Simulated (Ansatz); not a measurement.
## Geometry relaxation of Zr$_{16}$S$_{31}$ (part 2 of 5)

The same run, continued: Zr$_{16}$S$_{31}$ (defect cell, 47 atoms in the cell); DFT PBE, scalar-relativistic, plane waves, PAW, no spin polarisation (Ansatz 0.2.0); cutoff 420 eV, 2×2×2 k-mesh, Gaussian smearing of 0.01 eV. The structure derives from a Materials Project entry. It belongs to a series of runs on one base structure; here: S vacancy (site d), charge +0, atoms relaxed at the host's cell.

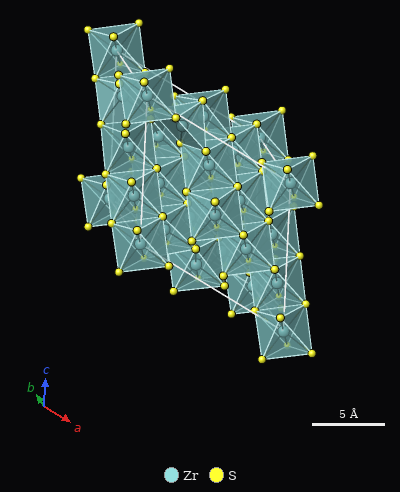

*The geometry at step 7 of the log (polyhedral view of the cell of the calculation, seen slightly off an axis; polyhedra are completed across the faces of the cell).*

Log, continued:
```
relax step   4: F+E_penalty+E_count = -94977.46615749 eV  Δ(F+E_penalty+E_count) = -1.859e-1 eV  max|allowed force component| = 4.363e-1 eV/Å  Δτ_max = 0.0460 Å  (5 SCF iters, dr2 threshold 9.54e-5 eV, accepted)
preconditioner: auto → LDOS  [metal: Δε(μ)=0.006 eV  Ē_g=7.168 eV  σ=0.010 eV  W_gap=0.34  n_scr=240 (ndim 8)  ℏωp=16.5 eV  f_vac=0.154  D(μ)=55.61/eV (n_scr^D=476)  β→1.0]
SCF 5 converged in 12 iterations: F = -94977.553181 eV  dr2 = 4.17e-5
relax step   5: F+E_penalty+E_count = -94977.55318081 eV  Δ(F+E_penalty+E_count) = -8.702e-2 eV  max|allowed force component| = 3.579e-1 eV/Å  Δτ_max = 0.2000 Å  (12 SCF iters, dr2 threshold 6.25e-5 eV, accepted)
preconditioner: auto → LDOS  [insulator: Δε(μ)=0.014 eV  Ē_g=7.155 eV  σ=0.010 eV  W_gap=0.67  n_scr=240 (ndim 8)  ℏωp=16.5 eV  f_vac=0.157  D(μ)=43.85/eV (n_scr^D=332)  ε∞_Penn≈6.3  β→1.0]
SCF 6 converged in 8 iterations: F = -94977.651726 eV  dr2 = 3.73e-5
relax step   6: F+E_penalty+E_count = -94977.65172550 eV  Δ(F+E_penalty+E_count) = -9.854e-2 eV  max|allowed force component| = 2.002e-1 eV/Å  Δτ_max = 0.1541 Å  (8 SCF iters, dr2 threshold 8.40e-5 eV, accepted)
preconditioner: auto → LDOS  [insulator: Δε(μ)=0.014 eV  Ē_g=7.165 eV  σ=0.010 eV  W_gap=0.67  n_scr=240 (ndim 8)  ℏωp=16.5 eV  f_vac=0.156  D(μ)=50.04/eV (n_scr^D=406)  ε∞_Penn≈6.3  β→1.0]
SCF 7 converged in 8 iterations: F = -94977.681259 eV  dr2 = 1.01e-5
relax step   7: F+E_penalty+E_count = -94977.68125913 eV  Δ(F+E_penalty+E_count) = -2.953e-2 eV  max|allowed force component| = 6.422e-2 eV/Å  Δτ_max = 0.0402 Å  (8 SCF iters, dr2 threshold 1.25e-5 eV, accepted)
preconditioner: auto → LDOS  [insulator: Δε(μ)=0.015 eV  Ē_g=7.161 eV  σ=0.010 eV  W_gap=0.70  n_scr=240 (ndim 8)  ℏωp=16.5 eV  f_vac=0.156  D(μ)=43.68/eV (n_scr^D=328)  ε∞_Penn≈6.3  β→1.0]
SCF 8 converged in 10 iterations: F = -94977.683313 eV  dr2 = 5.78e-8
relax step   8: F+E_penalty+E_count = -94977.68331297 eV  Δ(F+E_penalty+E_count) = -2.054e-3 eV  max|allowed force component| = 3.947e-2 eV/Å  Δτ_max = 0.0171 Å  (10 SCF iters, accepted)
SCF iter   1: F=—  HF=-94977.682710 eV  |F-HF|=—  |Δ(HF+E_count)|=         —  Δρ=1.92e-4  dr2=6.24e-4  ethr=2.12e-6  ⟨swp⟩=2.5  Hψ=1643  notcnv=0  defer=154
preconditioner: auto → LDOS  [insulator: Δε(μ)=0.014 eV  Ē_g=7.161 eV  σ=0.010 eV  W_gap=0.67  n_scr=240 (ndim 8)  ℏωp=16.5 eV  f_vac=0.156  D(μ)=45.64/eV (n_scr^D=352)  ε∞_Penn≈6.3  β→1.0]
SCF iter   2: F=—  HF=-94977.682649 eV  |F-HF|=—  |Δ(HF+E_count)|=   6.06e-5  Δρ=9.50e-5  dr2=1.83e-4  ethr=1.65e-7  ⟨swp⟩=2.0  Hψ=1601  notcnv=0  defer=154
SCF iter   3: F=—  HF=-94977.682611 eV  |F-HF|=—  |Δ(HF+E_count)|=   3.90e-5  Δρ=3.26e-5  dr2=5.02e-5  ethr=4.84e-8  ⟨swp⟩=2.0  Hψ=1481  notcnv=0  defer=154
SCF iter   4: F=—  HF=-94977.683940 eV  |F-HF|=—  |Δ(HF+E_count)|=   1.33e-3  Δρ=1.64e-5  dr2=2.02e-5  ethr=1.33e-8  ⟨swp⟩=2.0  Hψ=1083  notcnv=0  defer=154
SCF iter   5: F=—  HF=-94977.683938 eV  |F-HF|=—  |Δ(HF+E_count)|=   1.74e-6  Δρ=1.08e-5  dr2=6.38e-6  ethr=5.34e-9  ⟨swp⟩=2.0  Hψ=998  notcnv=0  defer=154
SCF iter   6: F=—  HF=-94977.683937 eV  |F-HF|=—  |Δ(HF+E_count)|=   7.72e-7  Δρ=6.00e-6  dr2=1.63e-6  ethr=1.69e-9  ⟨swp⟩=2.0  Hψ=1190  notcnv=0  defer=154
SCF iter   7: F=—  HF=-94977.683937 eV  |F-HF|=—  |Δ(HF+E_count)|=   1.31e-7  Δρ=3.16e-6  dr2=3.92e-7  ethr=4.32e-10  ⟨swp⟩=2.0  Hψ=1172  notcnv=0  defer=154
SCF iter   8: F=-94977.683937 eV  HF=-94977.683937 eV  |F-HF|=7.31e-8  |Δ(HF+E_count)|=   3.05e-8  Δρ=1.65e-6  dr2=9.20e-8  ethr=2.65e-11  ⟨swp⟩=12.0  Hψ=6948  notcnv=0
SCF 9 converged in 8 iterations: F = -94977.683937 eV  dr2 = 9.20e-8
relax step   9: F+E_penalty+E_count = -94977.68393690 eV  Δ(F+E_penalty+E_count) = -6.239e-4 eV  max|allowed force component| = 4.203e-3 eV/Å  Δτ_max = 0.0093 Å  (8 SCF iters, accepted)
WARN: The input density's exchange-correlation potential varies sharply where the density is thin. Do not read a vacuum level from v_tot or v_xc, or from such a field of the output density. On a cell that repeats whose density bears no net charge and no dipole along the vacuum's axis use v_es (v_loc + v_h of the components); under efield.dipole_correction with no amplitude use v_es + v_field, which holds any external_charges[].barrier, or the levels of the report's work_function block, which leave it out; under a non-zero efield.amplitude the vacuum is tilted and has no level; on a cell that repeats and bears such a dipole with no correction it is tilted too, and efield.dipole_correction with no amplitude gives each side of its ramp a level where efield: is served; in a cell that repeats whose density bears a net charge (total_charge, or a fill off its count) it is curved and has none; of a slab under crystal.periodic whose density bears no net charge use v_es, which has a level on each side, short of where the two are joined; of another it falls or rises all the way out and has none; of a slab beside external_charges read slab_vacuum_level instead, which it has where they leave it neutral. The grid or the basis barely resolves most such structure, and the values can differ between equally converged runs; as a rule a tighter scf.convergence.dr2_threshold does not remove it. Where the density itself ripples (under the LDA too) a higher basis.ecutwfc lessens it. The files hold the spikes' plane waves up to the density's cutoff. Files: v_tot and the like, and their columns of v_z.tsv (output.write_potential); v_xc and the like, and their columns of v_comp_z.tsv (output.write_potential_components); where files of the output density stand in their place, no point of their own thin density is over the threshold below, and this is of outcome.potential() and, of a run that writes arrays (npy), the arrays of these names. Measured: with its Gaussian average of σ = 0.25 Å subtracted twice, the exchange-correlation potential is over 0.1 eV at 209 of the grid points where the equally averaged density (valence and model cores) is under 1e-3 e/Å³, and 1.57 eV at the most among them, at an averaged density of 7.1e-4 e/Å³. See output.write_potential in the manual, Limitations
SCF converged after 8 iterations
Free energy (F): -94977.683937 eV
Harris-Foulkes:  -94977.683937 eV  (|F-HF|=7.31e-8)
Internal energy: -94977.681667 eV  (E = F + TS)
E sigma→0 (E₀):  -94977.682802 eV
Entropy (-TS):   -0.002270 eV (-0.048 meV/atom)
Fermi energy:    6.131193 eV
--- Per-component energies (eV) ---
  E_band       = -3398.680693
  E_kinetic    = 8624.684447
  E_local      = -27675.955348  (includes V_loc(G=0)·N_el)
  E_nonlocal   = 2129.440588
  E_hartree    = 10359.880787
  E_xc         = -5604.647899
  E_vxc        = -5772.716421  (∫ρ·V_xc dr)
  E_paw        = -65862.138852  (= ΣΔE_a)
  E_vpaw       = -1423.900420  (= ΣTr[D̂ρ^β])
  E_aug_tail   = 0.000435  (compensation charges beyond the density's cutoff)
  E_ewald      = -16948.945825
  E_smearing   = -0.002270  (= −TS)
  E_closure    = -0.000000  (closes the sum)
  Σ components = -94977.683937   (vs F -94977.683937, Δ=0.00e0)
--- Forces (eV/Å), atoms counted from 1 ---
  atom   1  Zr    -0.00115624     0.00104248     0.00076327
  atom   2  Zr     0.00002733    -0.00008068    -0.00021517
  atom   3  Zr     0.00115624     0.00104248     0.00076327
  atom   4  Zr     0.00000000     0.00122108     0.00140180
  atom   5  Zr    -0.00053116     0.00016408     0.00052157
  atom   6  Zr     0.00024146    -0.00036062     0.00035879
  atom   7  Zr    -0.00193073    -0.00048040    -0.00026150
  atom   8  Zr    -0.00002733    -0.00008068    -0.00021517
  atom   9  Zr     0.00053116     0.00016408     0.00052157
  atom  10  Zr    -0.00024146    -0.00036062     0.00035879
  atom  11  Zr     0.00000000    -0.00209890     0.00105867
  atom  12  Zr     0.00000000     0.00026469     0.00154212
  atom  13  Zr     0.00420344     0.00124084     0.00237866
  atom  14  Zr     0.00193073    -0.00048040    -0.00026150
  atom  15  Zr    -0.00420344     0.00124084     0.00237866
  atom  16  Zr     0.00000000     0.00150698     0.00076299
  atom  17  S      0.00039141     0.00168217     0.00088632
  atom  18  S     -0.00003377    -0.00192137    -0.00012206
  atom  19  S     -0.00039141     0.00168217     0.00088632
  atom  20  S      0.00000000     0.00062547     0.00097377
  atom  21  S      0.00000000    -0.00044809     0.00003253
  atom  22  S     -0.00115083    -0.00150612    -0.00096412
  atom  23  S      0.00008177    -0.00140195    -0.00068189
  atom  24  S     -0.00249413    -0.00023703     0.00000767
  atom  25  S      0.00003377    -0.00192137    -0.00012206
  atom  26  S      0.00115083    -0.00150612    -0.00096412
  atom  27  S     -0.00008177    -0.00140195    -0.00068189
  atom  28  S      0.00000000    -0.00007599    -0.00111500
  atom  29  S      0.00055959    -0.00127729     0.00073723
  atom  30  S      0.00249413    -0.00023703     0.00000767
  atom  31  S     -0.00055959    -0.00127729     0.00073723
  atom  32  S      0.00122750    -0.00015011    -0.00175045
  atom  33  S      0.00001311     0.00016448    -0.00093576
  atom  34  S     -0.00122750    -0.00015011    -0.00175045
  atom  35  S      0.00000000     0.00063936    -0.00023491
  atom  36  S      0.00108355     0.00139232     0.00099346
  atom  37  S      0.00010198    -0.00029948    -0.00125854
  atom  38  S      0.00010310     0.00075103     0.00091704
  atom  39  S     -0.00001311     0.00016448    -0.00093576
  atom  40  S     -0.00108355     0.00139232     0.00099346
  atom  41  S     -0.00010198    -0.00029948    -0.00125854
  atom  42  S      0.00000000    -0.00002556     0.00109899
  atom  43  S      0.00000000    -0.00051860    -0.00124163
  atom  44  S     -0.00238436     0.00044948    -0.00205316
  atom  45  S     -0.00010310     0.00075103     0.00091704
  atom  46  S      0.00238436     0.00044948    -0.00205316
  atom  47  S      0.00000000     0.00057699    -0.00297723
  max |Σ_I F_I| component: 5.52e-5 eV/Å
--- Band table (eV) ---
  k-point 0: bands = ["-43.9756", "-43.9756", "-43.9443", "-43.8990", "-43.8961", "-43.8892", "-43.8803", "-43.8759", "-43.8740", "-43.8715", "-43.8491", "-43.8441", "-43.8178", "-43.8163", "-43.8159", "-43.8079", "-22.0694", "-22.0657", "-22.0604", "-22.0563", "-22.0524", "-22.0480", "-22.0378", "-22.0363", "-22.0265", "-22.0245", "-21.9976", "-21.9963", "-21.9905", "-21.9903", "-21.9611", "-21.9593", "-21.9495", "-21.9298", "-21.9262", "-21.9233", "-21.9218", "-21.9149", "-21.9117", "-21.9063",
      "-21.9021", "-21.8995", "-21.8990", "-21.8944", "-21.8935", "-21.8883", "-21.8848", "-21.8838", "-21.8770", "-21.8759", "-21.8636", "-21.8586", "-21.8520", "-21.8486", "-21.8405", "-21.8370", "-21.8280", "-21.8277", "-21.8235", "-21.8164", "-21.8093", "-21.8041", "-21.7971", "-21.7870", "-7.2255", "-7.2157", "-7.1784", "-7.1654", "-6.7418", "-6.7110", "-6.6829", "-6.6709", "-6.6483", "-6.6055", "-6.5774", "-6.5577", "-6.5216", "-6.5163", "-6.4931", "-6.4778",
      "-6.4668", "-6.4578", "-6.3905", "-6.3697", "-6.3653", "-6.3510", "-6.3317", "-6.3231", "-6.3126", "-6.3036", "-6.2911", "-6.2384", "-6.2328", "-6.2114", "-6.2031", "1.0608", "1.1049", "1.1338", "1.1853", "1.1925", "1.2165", "1.2438", "1.2585", "1.2795", "1.3003", "1.3644", "1.4295", "1.4599", "1.4835", "1.5313", "1.6779", "1.8029", "1.8166", "1.8307", "1.8464", "1.8671", "1.8743", "1.8840", "1.9078", "1.9248",
      "1.9516", "1.9654", "1.9847", "2.0036", "2.0497", "2.0826", "2.1183", "2.1714", "2.4587", "2.4636", "2.4740", "2.5231", "2.5326", "2.5541", "2.5730", "2.5796", "2.5894", "2.6108", "2.6254", "2.6339", "2.6548", "2.6949", "2.7051", "2.7199", "2.7361", "2.7749", "2.7865", "2.7962", "2.8198", "2.8409", "2.8643", "2.9015", "2.9299", "2.9558", "3.0112", "3.0505", "3.0940", "3.1685", "3.1833", "3.3784",
      "3.4006", "3.4084", "3.4421", "3.4473", "3.5271", "3.5533", "3.5960", "3.6337", "3.6591", "3.6756", "3.7269", "3.7824", "3.8281", "3.8614", "3.8808", "3.9156", "3.9353", "4.0325", "4.0620", "4.0902", "4.1145", "4.1555", "4.1958", "4.2665", "4.2913", "4.3950", "4.4332", "4.5052", "6.2278", "6.2393", "6.2543", "6.3662", "6.4430", "6.5230", "6.5668", "6.6726", "6.7041", "6.7174", "6.7544", "6.7680",
      "6.8619", "6.9629", "6.9995", "7.0510", "7.1084", "7.1259", "7.2302", "7.3420", "7.4155", "7.6874", "7.7024", "7.7798", "7.8234", "7.8623", "7.9184", "7.9574", "7.9789", "7.9926", "8.0565", "8.0646", "8.0875", "8.1361", "8.1479", "8.2007", "8.2266", "8.2788", "8.3386", "8.3495", "8.3965", "8.4719", "8.4840", "8.5118", "8.5248", "8.6151", "8.7231", "8.7616"]
  k-point 1: bands = ["-43.9757", "-43.9755", "-43.9443", "-43.8991", "-43.8961", "-43.8892", "-43.8803", "-43.8759", "-43.8740", "-43.8715", "-43.8491", "-43.8441", "-43.8178", "-43.8163", "-43.8158", "-43.8079", "-22.0762", "-22.0712", "-22.0619", "-22.0576", "-22.0550", "-22.0441", "-22.0393", "-22.0390", "-22.0278", "-22.0149", "-21.9917", "-21.9894", "-21.9777", "-21.9731", "-21.9617", "-21.9542", "-21.9505", "-21.9392", "-21.9381", "-21.9242", "-21.9196", "-21.9173", "-21.9165", "-21.9135",
      "-21.9064", "-21.9049", "-21.9023", "-21.8961", "-21.8938", "-21.8901", "-21.8861", "-21.8817", "-21.8771", "-21.8704", "-21.8635", "-21.8565", "-21.8513", "-21.8500", "-21.8449", "-21.8408", "-21.8255", "-21.8232", "-21.8197", "-21.8140", "-21.8131", "-21.7996", "-21.7992", "-21.7836", "-7.3255", "-7.2685", "-7.0003", "-6.9475", "-6.9111", "-6.9065", "-6.7046", "-6.6617", "-6.6194", "-6.5888", "-6.5648", "-6.5480", "-6.5354", "-6.4988", "-6.4703", "-6.4610",
      "-6.4247", "-6.4022", "-6.4004", "-6.3774", "-6.3758", "-6.3627", "-6.3573", "-6.3443", "-6.3334", "-6.2959", "-6.2840", "-6.2601", "-6.2157", "-6.1980", "-6.1927", "0.9646", "0.9795", "1.0017", "1.0731", "1.0953", "1.1566", "1.2532", "1.3582", "1.4141", "1.4236", "1.4696", "1.5537", "1.5807", "1.6030", "1.6055", "1.6977", "1.7230", "1.7512", "1.8244", "1.8526", "1.8774", "1.8929", "1.9150", "1.9275", "1.9586",
      "1.9977", "2.0000", "2.0259", "2.0761", "2.0919", "2.1339", "2.1567", "2.1670", "2.3723", "2.4349", "2.4538", "2.4941", "2.5313", "2.5364", "2.5602", "2.5746", "2.5841", "2.6014", "2.6133", "2.6231", "2.6384", "2.6580", "2.6906", "2.6930", "2.7214", "2.7392", "2.7906", "2.8066", "2.8281", "2.8385", "2.8614", "2.8708", "2.8826", "2.9081", "2.9224", "2.9466", "2.9734", "3.0510", "3.0683", "3.1524",
      "3.2205", "3.3604", "3.3814", "3.4670", "3.4897", "3.6537", "3.6847", "3.7053", "3.7622", "3.7690", "3.7749", "3.8591", "3.8858", "3.9240", "3.9344", "3.9536", "3.9852", "3.9942", "4.0368", "4.0726", "4.1044", "4.1936", "4.2085", "4.3524", "4.4394", "4.4444", "4.5197", "4.5654", "6.1122", "6.2164", "6.3059", "6.3347", "6.3715", "6.3767", "6.4317", "6.4759", "6.5975", "6.6764", "6.7959", "6.8028",
      "6.8735", "7.0620", "7.1437", "7.1613", "7.2486", "7.2606", "7.2789", "7.4222", "7.4602", "7.5680", "7.6356", "7.6936", "7.7331", "7.8399", "7.8688", "7.8960", "7.9590", "8.0173", "8.0336", "8.1124", "8.1346", "8.1589", "8.1709", "8.2346", "8.2466", "8.3483", "8.3633", "8.3685", "8.4200", "8.4406", "8.4695", "8.5046", "8.5372", "8.5964", "8.6590", "8.7422"]
```
